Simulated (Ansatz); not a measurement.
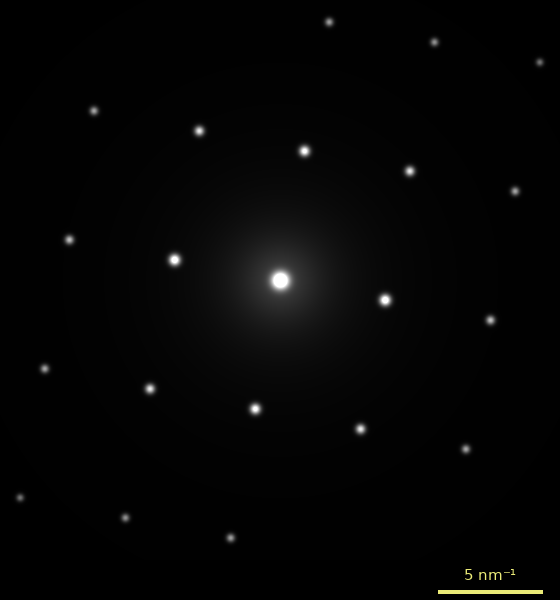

Computed electron diffraction pattern, 100 kV, single scattering only, B = 0.5 Å².

Candidate phases (model or computed cells):
A. Ge, space group Im-3m (No. 229), a = 3.30 Å
B. Ge, space group Pm-3m (No. 221), a = 2.737 Å
C. W, space group Fd-3m (No. 227), a = 5.712 Å
D. Ge, space group P6_3/mmc (No. 194), a = 3.09 Å, c = 4.79 Å (hexagonal axes)

### Which candidate gives this pattern, and along which zone?

Candidate B (Ge), along [211] or an equivalent direction. The spots form a rectangular net whose two shortest vectors correspond to d = 1.94 Å and 1.58 Å, 90.0° apart. They index as 0 -1 1 and -1 1 1; no zone of the other candidates with indices up to 3 has this net.
